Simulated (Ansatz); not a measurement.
# ZrO₂: what the fields show

```xyz
6
Lattice="3.5939 0.0000 0.0000 0.0000 3.5939 0.0000 0.0000 0.0000 5.2027" Properties=species:S:1:pos:R:3 pbc="T T T"
Zr    0.0000    0.0000    0.0000
Zr    1.7969    1.7969    2.6013
O     0.0000    1.7969    1.5641
O     0.0000    1.7969    4.1654
O     1.7969    0.0000    3.6386
O     1.7969    0.0000    1.0373
```

Space group P4₂/nmc; a structure from a database of computed crystals, not necessarily the ambient phase; started from the database structure prototype, which need not be the ambient phase.

Computed with DFT, r2SCAN+rVV10, plane waves, PAW in Ansatz 0.2.0.

Core electrons are frozen (PAW), and the valence fields are smoothed inside the atomic spheres.

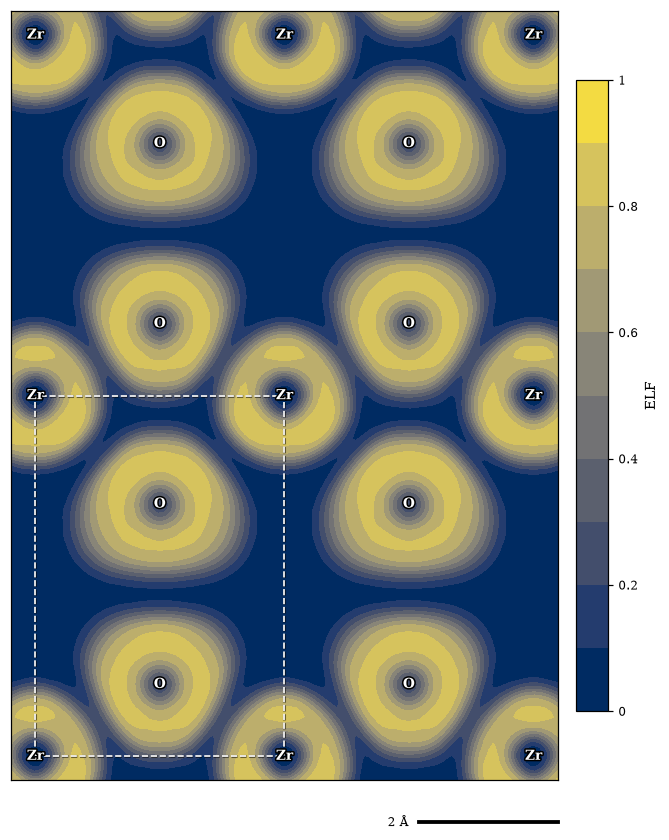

Figure 1. Electron localisation function on the (010) plane of the conventional cell.

Interpret the plot.

Atoms in the plane: Zr and O.
Zr–O (2.07 Å): the ELF peaks at about 0.85 in the valence shell of O, 0.6 Å from its nucleus, and drops to about 0.25 between the two atoms: no shared electron pair shows on this line.
Zr–O (2.38 Å): the ELF is about 0.10 at the midpoint; no localised pair shows between them.
The features right at Zr lie inside the PAW spheres, where the map follows smoothed inner orbitals and isn't to be read closely.

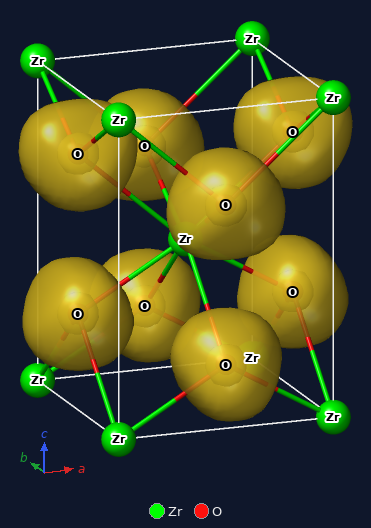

Figure 2. Isosurface of the electron localisation function at 0.65 (yellow), seen slightly off an axis. Core shells and regions of very low density are left out. Sticks mark near contacts.

Where are the electrons localised?

The ELF exceeds this value in four regions wrapped around O (the valence shell of each), counted in one cell of 6 atoms. Any copies at cell faces, edges or corners count once.

Does the calculation make it a metal, or give it a gap?

It is gapped, with a Kohn–Sham gap of 4.6 eV on the k-point mesh, an upper bound to the gap of this method.
